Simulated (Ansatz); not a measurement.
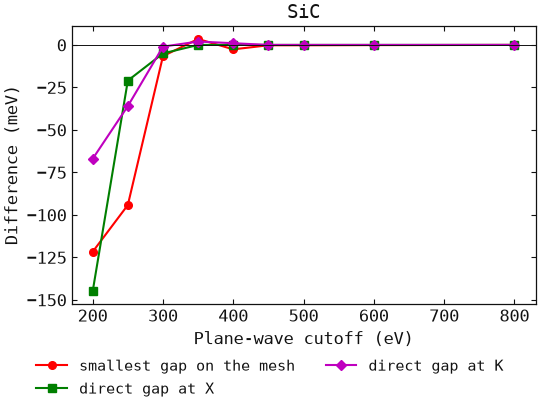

Gaps of SiC, space group P1, 2 atoms in the cell, atoms moved at random, drawn with an rms of 0.05 Å (a = 3.08 Å, b = 3.08 Å, c = 3.08 Å, α = 60.00°, β = 60.00°, γ = 60.00°) as the plane-wave cutoff is raised, all else fixed. The plot shows differences from the last run. In reduced coordinates of the cell that was run, X is (0.5, 0, 0.5) and K is (0.375, 0.375, 0.75). The cell is at 4 GPa in PBE. Method: PBE, Ansatz PAW, no spin polarisation, no spin-orbit coupling, 8×8×8 k mesh, Fermi-Dirac smearing of 0.1 eV (Ansatz 0.2.0).

**Which plane-wave cutoff is enough for 10 meV?**

The smallest gap on the mesh starts −122 meV from the last run and stays within 10 meV of it from 300 eV on. The direct gap at X starts −145 meV from the last run and stays within 10 meV of it from 300 eV on. The direct gap at K starts −67 meV from the last run and stays within 10 meV of it from 300 eV on.

| plane-wave cutoff | smallest gap on the mesh (eV) | direct gap at X (eV) | direct gap at K (eV) |
| --- | --- | --- | --- |
| 200 eV | 0.915 | 4.356 | 5.559 |
| 250 eV | 0.942 | 4.480 | 5.590 |
| 300 eV | 1.030 | 4.496 | 5.625 |
| 350 eV | 1.040 | 4.501 | 5.628 |
| 400 eV | 1.034 | 4.501 | 5.627 |
| 450 eV | 1.036 | 4.501 | 5.626 |
| 500 eV | 1.036 | 4.501 | 5.626 |
| 600 eV | 1.036 | 4.501 | 5.626 |
| 800 eV | 1.036 | 4.501 | 5.626 |

LDA, GGA and most meta-GGA functionals understate gaps.
